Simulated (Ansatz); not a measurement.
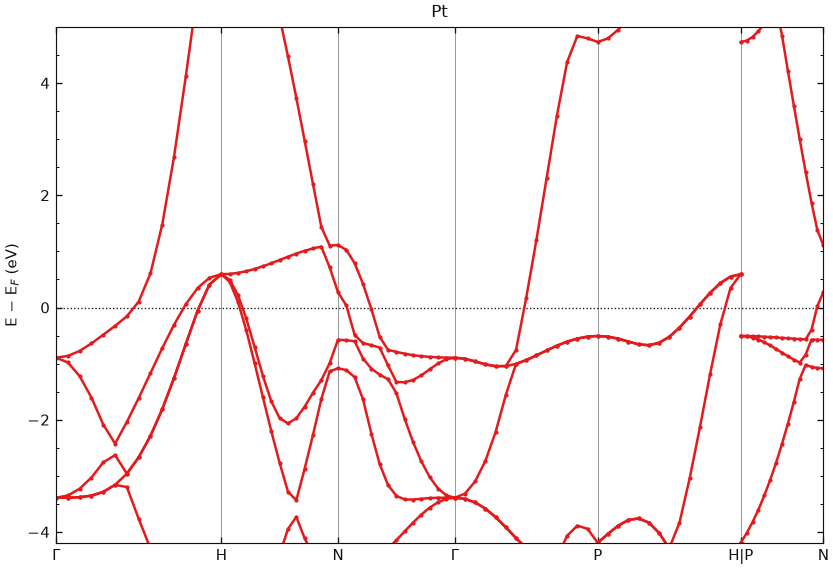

Band structure of bcc Pt, space group Im-3m, 1 atom in the primitive cell (cubic a = 3.168 Å). Method: PBEsol, PseudoDojo stringent (PBEsol files), no spin polarisation, no spin-orbit coupling, 12×12×12 k mesh, 1143 eV cutoff, Fermi-Dirac smearing of 0.05 eV (Ansatz). Energies are counted from the Fermi level.

A metal: 4 bands cross the Fermi level along this path. Bands cross the Fermi level on every line of the path.

Spin-orbit coupling is left out, which matters for Pt. The cell is at −12 GPa in this functional. This isn't the form of Pt at room conditions, which is fcc.
